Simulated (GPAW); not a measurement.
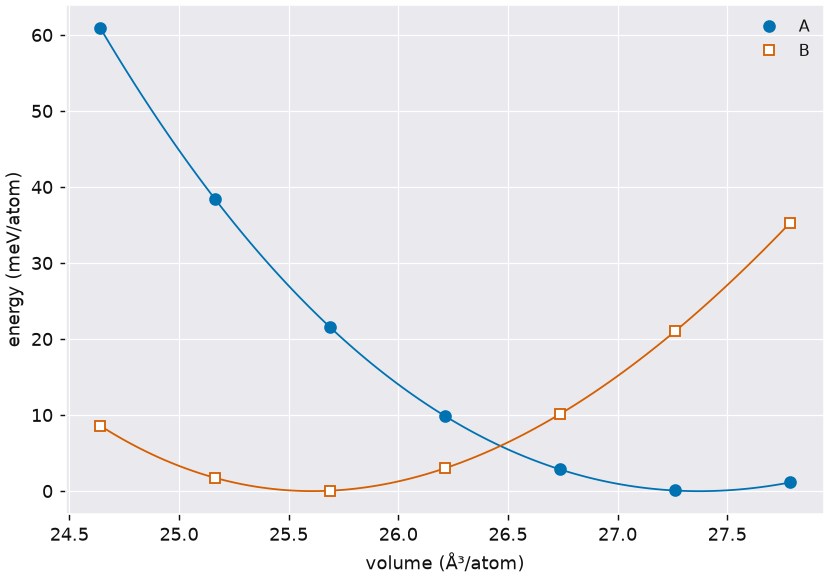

The figure compares two calculations of the energy against volume, each curve from its own zero. The first is for Sb, space group Im-3m (No. 229).

The cell holds 1 atom.

Calculation (GPAW 26.7.0): PAW DFT in plane waves, on a grid or in atomic orbitals, no spin polarisation; energies at scaled volumes of the given cell, shape and fractions fixed, counted from the fit's minimum, third-order Birch-Murnaghan fit. Level: LDA.

- k mesh: 10×10×10
- occupations: Fermi–Dirac
- smearing width: 0.05 eV
- potentials: GPAW PAW data sets (gpaw data 1.2.1)
- wave cutoff: 600 eV
- program settings: basis pw

In the second, the level changes from LDA to PBE.

Which of A and B is the second calculation, and what did the change do?

Answer. A. The equilibrium volume rises from 25.61 to 27.37 Å³/atom (+6.9 %) and the bulk modulus falls from 70.4 to 60.0 GPa (−15 %). As usual, the local density approximation binds more tightly than this gradient-corrected functional.

V0 and the bulk modulus come from third-order Birch–Murnaghan fits.
